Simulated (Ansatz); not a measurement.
System: CaSe, space group I4/mmm (No. 139), 2 atoms in the cell, rocksalt type, uniaxial (x) strain +3.3%.

```xyz
2
Lattice="0.0000 2.9675 2.9675 3.0646 0.0000 2.9675 3.0646 2.9675 0.0000" Properties=species:S:1:pos:R:3 pbc="T T T"
Ca    0.0000    0.0000    0.0000
Se    3.0646    2.9675    2.9675
```

Computed with Ansatz 0.2.0: DFT, r2SCAN, plane waves, PAW, no spin polarisation, 8×8×8 k mesh, 500 eV cutoff.

What will the density of states look like?

There is a gap; over the k points computed it is 2.58 eV (indirect; the smallest direct gap is 3.44 eV). The upper group of valence states starts about 3.1 eV under the valence-band top, with a gap beneath it; it holds about 6 electrons a cell.

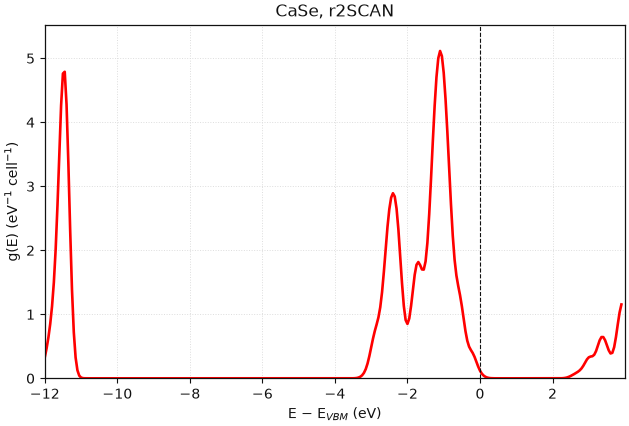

Density of states. Energies are counted from the top of the valence band. The curve is built from the levels of the k mesh with Gaussians 0.3 eV wide, which also blur the band edges.
